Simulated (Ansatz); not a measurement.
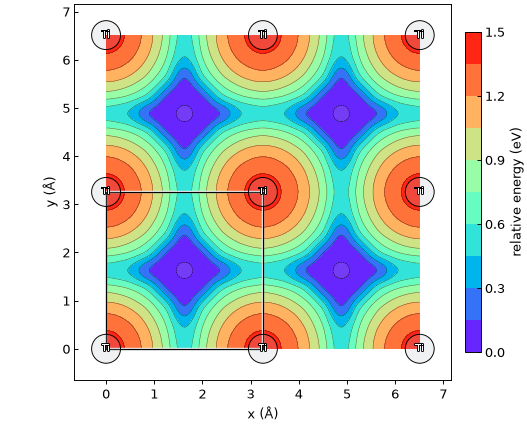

H on a Ti(100) slab cut from the Im-3m phase, its upper half relaxed before the scan (4 atoms of substrate and one adsorbate in a 1 × 1 cell). H is moved over the surface cell; relaxed at each place: the height of the adsorbate's atoms; substrate rigid; the origin of the map has the adsorbate above Ti4. Places are given modulo a cell vector. The map is drawn in real space over the plane of the surface. The scan uses an 8 × 8 grid; 15 points were computed and 49 follow by symmetry. Energies are in eV, from the lowest grid point. With one adsorbate in each 1 × 1 cell, its nearest image is 3.3 Å away, so neighbouring adsorbates interact. Method: Ansatz 0.2.0, DFT PBE, scalar-relativistic, plane waves, PAW. Settings: cutoff 420 eV, k-mesh 8×8×1, gaussian smearing 0.1 eV, no spin polarisation.

In the figure: filled contours, labelled circles for the atoms of the top layer and small ones for the second layer, the outline of one cell of the 2 × 2 shown. Between grid points the surface is interpolated.

The lowest grid point is at a fourfold hollow over a second-layer Ti atom, (4/8, 4/8) of the cell vectors. It is the only kind of minimum in the scanned range. The highest grid point, the top site over a surface Ti atom, (0/8, 0/8) of the cell vectors, lies 1.41 eV above the lowest. On the interpolated surface the easiest way out of the lowest well to its copy in the next cell or period passes a barrier of about 0.53 eV. At the lowest point the adsorbate has 1 Ti at 1.96 Å as nearest neighbours, at the highest 1 Ti at 1.73 Å. Its relaxed height above the top atom is 0.45 Å at the lowest and 1.73 Å at the highest point.

H is replaced by O; all else is set up alike. With one adsorbate in each 1 × 1 cell, its nearest image is 3.3 Å away, so neighbouring adsorbates interact. The runs have no spin polarisation; a magnetic state may lie lower.

What does this change do to the map?

Answer. The lowest place stays at a fourfold hollow over a second-layer Ti atom, (4/8, 4/8) of the cell vectors. The span from the lowest to the highest grid point grows from 1.41 to 2.78 eV. The easiest pass out of the lowest well goes from about 0.53 to about 0.46 eV on the interpolated surfaces. In the new map: at the lowest point the adsorbate has 1 Ti at 1.98 Å as nearest neighbours, at the highest 1 Ti at 1.62 Å. Its relaxed height above the top atom is 0.46 Å at the lowest and 1.62 Å at the highest point.

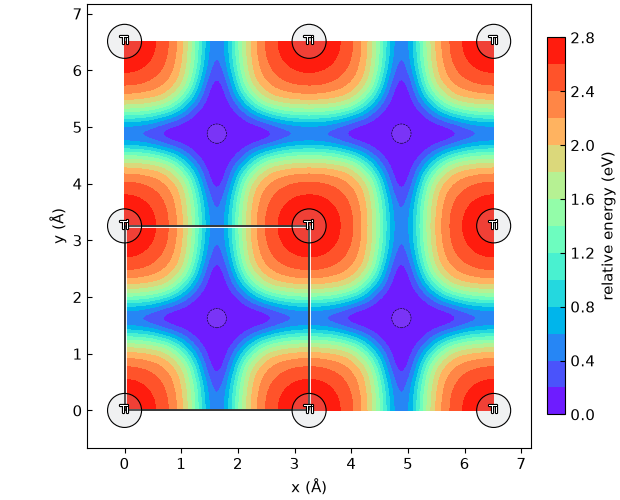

The map after the change, on a colour scale of its own. In the figure: filled contours, labelled circles for the atoms of the top layer and small ones for the second layer, the outline of one cell of the 2 × 2 shown. Between grid points the surface is interpolated.

PAW datasets: the set soft_1.
